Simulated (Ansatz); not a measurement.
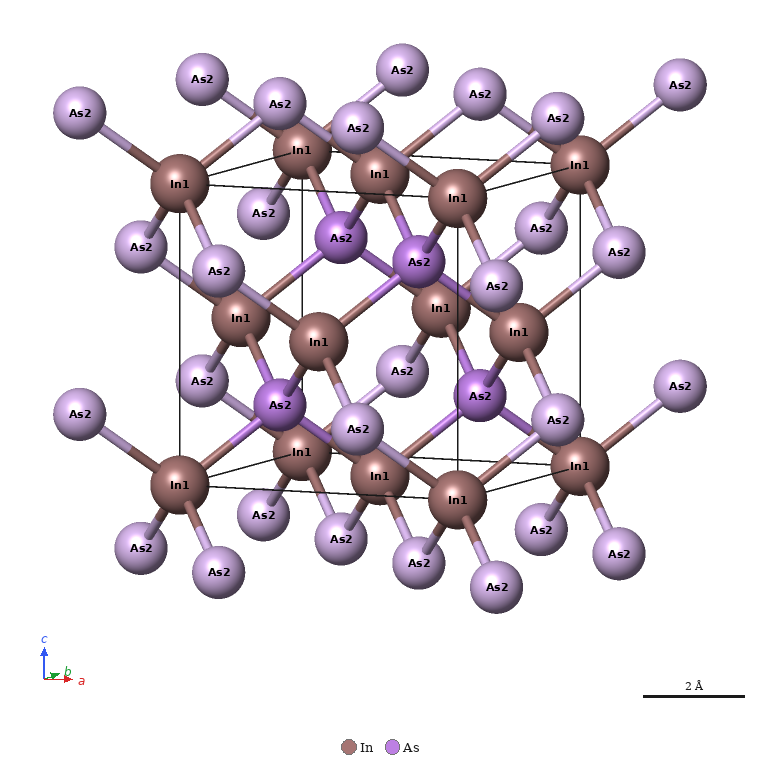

**Figure 1.** The structure (ball-and-stick view of the cell 4 times as large as that of the calculation, set on its symmetry axes, seen slightly off an axis; neighbours outside the cell are drawn fainter; atoms are numbered from 1 in the order of the input). An atom can appear more than once, as a periodic image. Near neighbours in the periodic cell (some may lie outside the picture): In has 4 As at 2.62 Å; As has 4 In at 2.62 Å.

Band-structure calculation of InAs

The run: band-structure calculation of InAs (2 atoms in the cell). Method and program: DFT, r2SCAN, PAW with Ansatz's default frozen-core files, scalar-relativistic, no spin polarisation (Ansatz 0.2.0).

The structure derives from an entry of the Crystallography Open Database. It belongs to a series of runs on one base structure; here: functional r2scan, PAW files. Figures and captions count atoms from 1; the log counts them from 0 in places.

**The input**
```yaml
crystal:
  lattice:
    - [0.0, 3.024, 3.024]
    - [3.024, 0.0, 3.024]
    - [3.024, 3.024, 0.0]
  atoms:
    - { symbol: In, position: [0.0, 0.0, 0.0] }
    - { symbol: As, position: [0.75, 0.75, 0.75] }
kpoints:
  mp_grid: { grid: [10, 10, 10] }
  band_path:
    path:
      - [0.0, 0.0, 0.0]
      - [-0.5, -0.5, 0.0]
      - [-0.375, -0.375, 0.25]
      - [-0.375, 0.0, 0.375]
      - [0.0, 0.0, 0.0]
      - [0.0, 0.0, 0.5]
      - [-0.5, -0.25, 0.25]
      - [-0.5, -0.5, 0.0]
    npoints: 5
scf:
  occupations: { method: fermi_dirac, width: 0.08 }
hamiltonian:
  xc: r2scan
  pseudopotentials: { kind: paw }
output:
  forces: true
  stress: true
  eigenvalues: true
  efg: { contact_densities: true }
  write_density: true
  write_potential: true
  elf: true
  volumetric_format: npy
```

Command:
```bash
ansatz run input.yaml --threads 1 --pin off --max-ram 2048MiB --backend cpu --events-out ev --progress --plain --runs-dir out
```

**What the program printed**
```
In: output.efg is read without spin–orbit coupling, which moves field gradients at and beside such atoms by some per cent and up to a factor of two; PAW files take it under magnetization.noncollinear and magnetization.spin_orbit
Engine: ansatz 0.2.0, x86_64-unknown-linux-gnu
Pseudopotentials: kind: paw
Pseudopotential: In, paw, valence charge 13, recommended cutoff 500 eV (meta_gga), In.paw.azcp
Pseudopotential: As, paw, valence charge 15, recommended cutoff 500 eV (meta_gga), As.paw.azcp
Functional definition: r2SCAN
  parameter k0 = 0.174
  parameter k1 = 0.065
  parameter a1 = 4.9479
  exchange = r2scan_x(k0 = k0, k1 = k1, a1 = a1)
  correlation = r2scan_c
Crystal: 2 atoms, lattice volume = 55.306 Å³
Basis set: ecut = 500 eV, 1411 PW (Γ), exchange–correlation on 128×128×128 points (64 copies of the dense FFT grid, shifted against one another)
Bands: 18, of which v1, the nominal top of the filled ones, is band 14 counted from 1 (13 counted from 0)
Symmetry: 24 space group operations
Space group: F-43m (ITA 216), of the structure as read, at distance tolerance 3.8e-5 Å
k-points: 47 of 1000 (time reversal used)
Non-local potential: In, projectors of the file, l = 0: 2, l = 1: 2, l = 2: 2, l = 3: 2
Non-local potential: As, projectors of the file, l = 0: 2, l = 1: 2, l = 2: 3, l = 3: 1
PAW form: soft (Blöchl's): semilocal exchange-correlation on the pseudo side does not see the compensation charge
PAW frozen core: In, regenerated for the run's functional (the file was generated under x = pbe(κ = 0.804, μ = 0.2195149727645171), c = pbe(β = 0.06672455060314922))
PAW frozen core: As, regenerated for the run's functional (the file was generated under x = pbe(κ = 0.804, μ = 0.2195149727645171), c = pbe(β = 0.06672455060314922))
PAW one-centre angular grid: In, 590 points (default); XC on 289 of its mesh's 2783 points in the sphere
PAW one-centre angular grid: As, 590 points (default); XC on 160 Gauss nodes
Initial density: superposition of atomic densities (neutral atoms: chi_scale 0, normalization atom), corrected by the library's trained network
Initial wavefunctions: pseudopotential atomic-orbital guess
Functional: x = r2scan, c = r2scan; τ floored in thin density (d = 2e-4 eV/Å³)
SCF iter   1: F=—  HF=-10477.161943 eV  |F-HF|=—  |Δ(HF+E_count)|=         —  Δρ=6.02e-3  dr2=1.13e-2  dr2_τ=8.40e-3  ethr=1.77e-3  ⟨swp⟩=5.9  Hψ=4355  notcnv=0
preconditioner: auto → none  [insulator: Δε(μ)=1.037 eV  Ē_g=15.539 eV  σ=0.080 eV  W_gap=0.54  n_scr=14 (ndim 8)  ℏωp=21.2 eV  f_vac=0.105  D(μ)=0.02/eV (n_scr^D=0)  ε∞_Penn≈2.9]
SCF iter   2: F=—  HF=-10477.169195 eV  |F-HF|=—  |Δ(HF+E_count)|=   7.25e-3  Δρ=1.67e-3  dr2=1.21e-3  dr2_τ=6.70e-5  ethr=4.05e-5  ⟨swp⟩=2.0  Hψ=2068  notcnv=0
SCF iter   3: F=—  HF=-10477.169488 eV  |F-HF|=—  |Δ(HF+E_count)|=   2.93e-4  Δρ=7.30e-4  dr2=1.78e-4  dr2_τ=3.91e-6  ethr=4.33e-6  ⟨swp⟩=1.5  Hψ=979  notcnv=0
SCF iter   4: F=—  HF=-10477.169551 eV  |F-HF|=—  |Δ(HF+E_count)|=   6.32e-5  Δρ=6.56e-5  dr2=1.10e-6  dr2_τ=3.35e-8  ethr=6.36e-7  ⟨swp⟩=2.5  Hψ=1145  notcnv=0
SCF iter   5: F=—  HF=-10477.169552 eV  |F-HF|=—  |Δ(HF+E_count)|=   9.64e-7  Δρ=6.65e-6  dr2=2.49e-8  dr2_τ=7.92e-10  ethr=3.94e-9  ⟨swp⟩=2.1  Hψ=1486  notcnv=0
SCF iter   6: F=-10477.169552 eV  HF=-10477.169552 eV  |F-HF|=1.43e-9  |Δ(HF+E_count)|=   8.10e-9  Δρ=2.24e-6  dr2=2.45e-9  dr2_τ=5.33e-11  ethr=8.91e-11  ⟨swp⟩=5.8  Hψ=4982  notcnv=0
SCF 1 converged in 6 iterations: F = -10477.169552 eV  dr2 = 2.45e-9
  greatest PAW one-centre occupation: 0.999 electrons in one spin orbital (limit 2), on the As atom at site 1 (counted from 0), in its partial waves of l = 2
NSCF: frozen V_eff on 36 k-points
SCF converged after 6 iterations
Free energy (F): -10477.169552 eV
Harris-Foulkes:  -10477.169552 eV  (|F-HF|=1.43e-9)
Internal energy: -10477.169070 eV  (E = F + TS)
E sigma→0 (E₀):  -10477.169311 eV
Entropy (-TS):   -0.000482 eV (-0.241 meV/atom)
Fermi energy:    7.838269 eV
--- Per-component energies (eV) ---
  E_band       = -330.608350
  E_kinetic    = 346.866586
  E_local      = -3279.115975  (includes V_loc(G=0)·N_el)
  E_nonlocal   = -302.007533
  E_hartree    = 1588.580674
  E_xc         = -275.134199
  E_vxc        = -191.033637  (∫ρ·V_xc dr)
  E_paw        = -6033.082820  (= ΣΔE_a)
  E_vpaw       = -94.247100  (= ΣTr[D̂ρ^β])
  E_aug_tail   = 0.000002  (compensation charges beyond the density's cutoff)
  E_vtau       = 11.766979  (kinetic-family band-sum trace: ∫τ·v_τ [+ j·A + Jᵃ·Aᵃ] dr)
  E_ewald      = -2522.783943
  E_core_change = -0.491862  (= ΣΔE_core)
  E_smearing   = -0.000482  (= −TS)
  E_closure    = 0.000000  (closes the sum)
  Σ components = -10477.169552   (vs F -10477.169552, Δ=0.00e0)
--- Forces (eV/Å), atoms counted from 1 ---
  atom   1  In    -0.00000000     0.00000000     0.00000000
  atom   2  As     0.00000000    -0.00000000    -0.00000000
  max |Σ_I F_I| component: 1.86e-16 eV/Å
--- Stress (GPa, compression-positive) ---
        1.869681       0.000000       0.000000
       -0.000000       1.869681       0.000000
       -0.000000       0.000000       1.869681
  P = ⅓ Tr σ = 1.8697 GPa (18.697 kbar)
--- PAW observables at the nuclei: V_zz in 10²¹ V/m², potentials from the cell's mean, atoms counted from 1 ---
  atom   1  In V_zz =    +0.000000   η = 0.0000   by run symmetry: forbidden
            electrostatic potential = -7937.246958 V   contact ρ = 1132273.784702 e/Å³
  atom   2  As V_zz =    -0.000000   η = 0.0000   by run symmetry: forbidden
            electrostatic potential = -4515.493886 V   contact ρ = 235290.262049 e/Å³
--- Band table (eV; the first three rows and the last of 47) ---
  k-point 0: bands = ["-27.9841", "-27.9841", "-27.9841", "-27.9740", "-27.9740", "-7.2828", "-7.2828", "-7.2828", "-7.1446", "-7.1446", "-4.6851", "7.6071", "7.6071", "7.6071", "7.8547", "11.8886", "11.8886", "11.8886"]
  k-point 1: bands = ["-27.9841", "-27.9841", "-27.9841", "-27.9740", "-27.9740", "-7.2972", "-7.2787", "-7.2787", "-7.1447", "-7.1447", "-4.5754", "6.2161", "7.4773", "7.4773", "8.8744", "11.9582", "12.0830", "12.0830"]
  k-point 2: bands = ["-27.9841", "-27.9840", "-27.9840", "-27.9740", "-27.9740", "-7.3327", "-7.2685", "-7.2685", "-7.1442", "-7.1442", "-4.2648", "4.6487", "7.1829", "7.1829", "9.2543", "12.4729", "12.4729", "12.6266"]
  k-point 46: bands = ["-27.9842", "-27.9839", "-27.9835", "-27.9740", "-27.9736", "-7.4576", "-7.2237", "-7.2022", "-7.1634", "-7.1336", "-2.5317", "1.8167", "4.6337", "4.7220", "11.5727", "11.8356", "13.8319", "14.5506"]
```

**File rho_z.tsv**
```
# z_ang	rho[e/angstrom^3]
# format = ansatz-planar-average/11
# lattice	0.000000000	3.024000000	3.024000000
# lattice	3.024000000	0.000000000	3.024000000
# lattice	3.024000000	3.024000000	0.000000000
# sites	2
# site	49	0.000000000	0.000000000	0.000000000
# site	33	4.536000000	4.536000000	4.536000000
0.000000	8.480483e-1
0.133643	7.924865e-1
0.267286	6.898261e-1
0.400930	5.602551e-1
0.534573	4.273131e-1
0.668216	3.097401e-1
0.801859	2.182896e-1
0.935502	1.553330e-1
1.069145	1.166416e-1
1.202789	9.502213e-2
1.336432	8.409615e-2
1.470075	8.011098e-2
1.603718	8.127761e-2
1.737361	8.676489e-2
1.871005	9.640896e-2
2.004648	1.103655e-1
2.138291	1.295781e-1
2.271934	1.579688e-1
2.405577	2.055084e-1
2.539220	2.900670e-1
2.672864	4.327809e-1
2.806507	6.414883e-1
2.940150	8.881109e-1
3.073793	1.103340e0
3.207436	1.209696e0
3.341080	1.176313e0
3.474723	1.044966e0
3.608366	8.995200e-1
3.742009	8.084326e-1
3.875652	7.903383e-1
4.009295	8.193543e-1
4.142939	8.512151e-1
```

**File v_z.tsv**
```
# z_ang	v_es[eV]	v_tot[eV]
# format = ansatz-planar-average/11
# xc	r2scan
# density_cutoff_ev	2000
# datasets	In=:simpson_from_first_knot:soft:shift=0	As=:simpson_from_first_knot:soft:shift=0
# lattice	0.000000000	3.024000000	3.024000000
# lattice	3.024000000	0.000000000	3.024000000
# lattice	3.024000000	3.024000000	0.000000000
# sites	2
# site	49	0.000000000	0.000000000	0.000000000
# site	33	4.536000000	4.536000000	4.536000000
0.000000	4.275336e-1	-1.209694e1
0.133643	1.157417e0	-1.093273e1
0.267286	1.910744e0	-9.607646e0
0.400930	2.729597e0	-8.122624e0
0.534573	3.689933e0	-6.369091e0
0.668216	4.792082e0	-4.349769e0
0.801859	5.992166e0	-2.247319e0
0.935502	7.211151e0	-2.313192e-1
1.069145	8.333716e0	1.396504e0
1.202789	9.235268e0	2.469996e0
1.336432	9.860305e0	3.206414e0
1.470075	1.026262e1	3.681986e0
1.603718	1.048941e1	3.856497e0
1.737361	1.054085e1	3.809266e0
1.871005	1.040167e1	3.489853e0
2.004648	1.000543e1	2.820190e0
2.138291	9.335552e0	1.811577e0
2.271934	8.523069e0	5.559274e-1
2.405577	7.771022e0	-6.894149e-1
2.539220	7.218884e0	-1.758333e0
2.672864	6.884000e0	-2.620858e0
2.806507	6.679460e0	-3.296991e0
2.940150	6.465917e0	-3.945047e0
3.073793	6.058416e0	-4.764210e0
3.207436	5.299496e0	-5.929155e0
3.341080	4.198282e0	-7.462773e0
3.474723	2.898953e0	-9.182058e0
3.608366	1.599235e0	-1.087432e1
3.742009	5.036029e-1	-1.227745e1
3.875652	-2.076067e-1	-1.314552e1
4.009295	-4.265254e-1	-1.339182e1
4.142939	-1.664420e-1	-1.299450e1
```

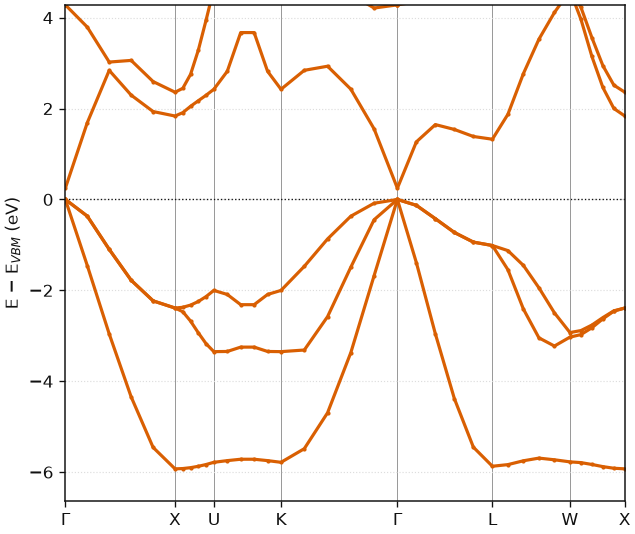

**Figure 2.** Band structure along Γ–X–U–K–Γ–L–W–X, with energies from the valence-band top. There is a gap of 0.25 eV on this path, direct, at Γ.

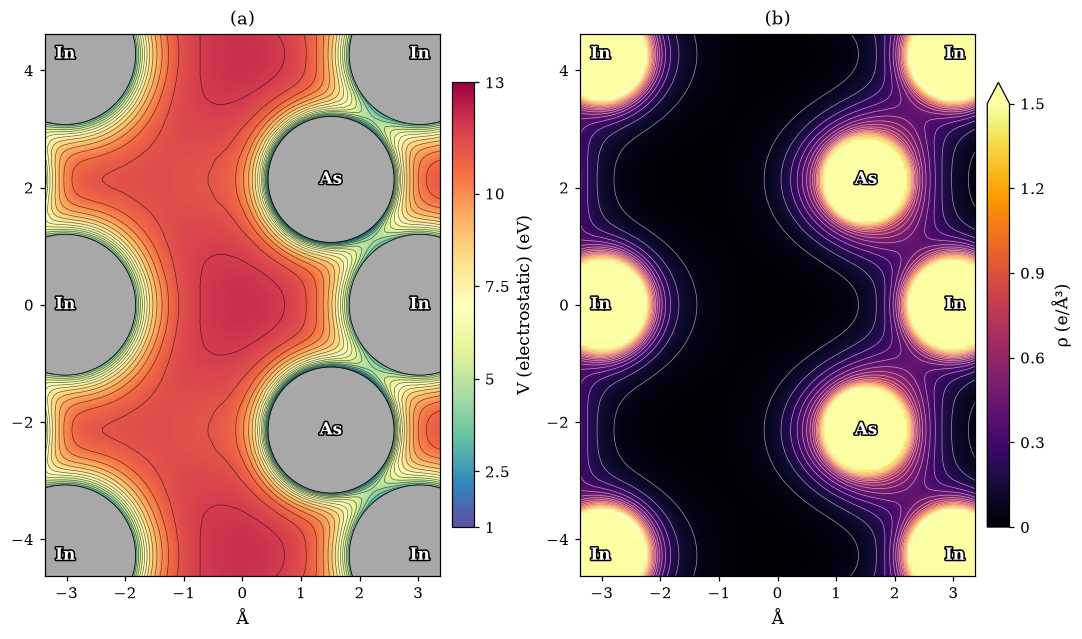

**Figure 3.** (a) electrostatic potential (local pseudopotential plus Hartree) felt by an electron; (b) valence pseudo-density on the (101) plane of the conventional cell. Grey discs, where drawn, cover atomic cores. The section cuts through In and As sites. In–As (2.62 Å): ρ is about 0.42 e/Å³ halfway. Away from the nuclei the density in this plane falls to 0.01 e/Å³ at its lowest. Outside the cores the potential energy rises away from the atoms and is highest about 2.6 Å from the nearest atoms; outside the discs it spans about 10 eV, and its zero is arbitrary. The fields are those of the smooth PAW valence density.

**Summary**

```csv
quantity,value
outcome,converged
space group (tolerance 0.01 Å),F-43m (216)
electrons treated,28
free energy,−10477.1696 eV
Fermi energy,7.838 eV
pressure,1.87 GPa
field gradient V_zz (10²¹ V/m²),zero at all sites
electronic character,gap of 0.25 eV
largest force (length of the vector),under 0.001 eV/Å
hardware,"1 thread of Intel Xeon (Granite Rapids), 32 GiB of memory available, shared host"
wall time,8.2 s
peak memory,0.59 GiB
```

**Notes**

Warnings of the run: the field gradients leave out spin–orbit coupling.
